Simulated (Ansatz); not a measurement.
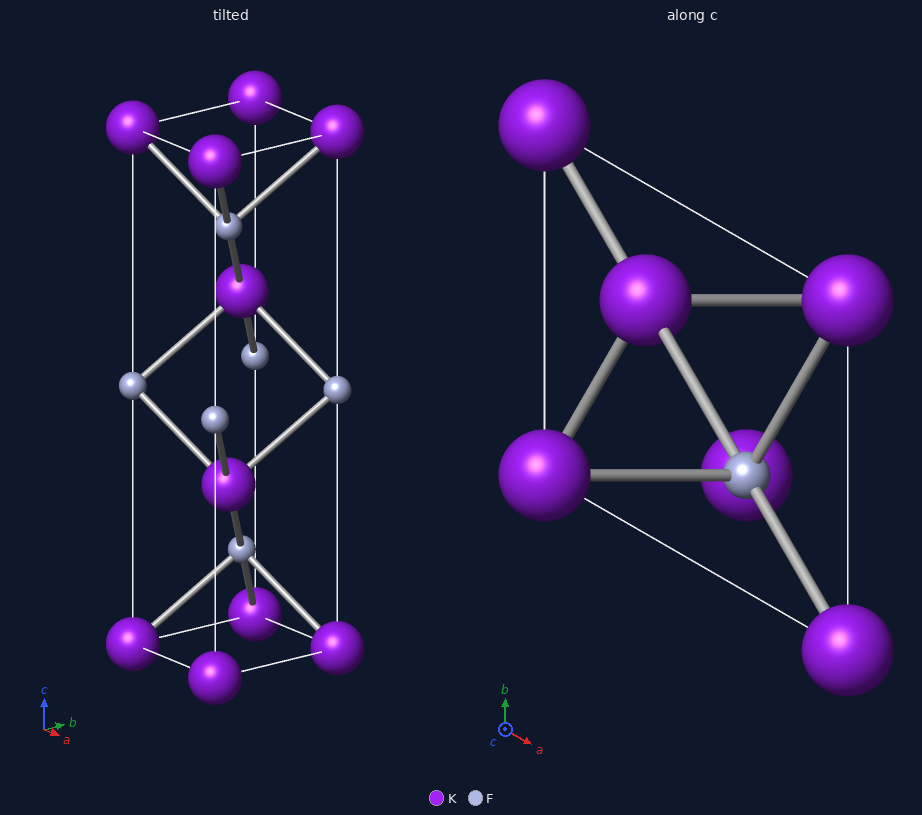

Ball-and-stick drawing of the structure, looking slightly off an axis and along the c axis. Atoms at the boundary of the conventional unit cell (the box) are drawn once for each face, edge or corner they touch.

KF, space group R-3m (No. 166), a = 3.69 Å, b = 3.69 Å, c = 9.40 Å, α = 90.00°, β = 90.00°, γ = 120.00°.

Calculation details: DFT, HSE06, plane waves, PAW (Ansatz 0.2.0); plane waves up to 420 eV, k-points about 0.35 Å⁻¹ apart, no spin polarisation.

**Does it come out as a metal, or with a gap?**

An insulator at this level, with a gap of 8.36 eV, direct.

**What pressure does the calculation give for this cell?**

The computed pressure is 1.7 GPa (compressed: it would expand).

The initial geometry was a structure type filled with these elements by a generator (whether the compound takes this form wasn't checked). The cell was then strained or its atoms displaced on purpose. It was run through Ansatz as a DFT input.
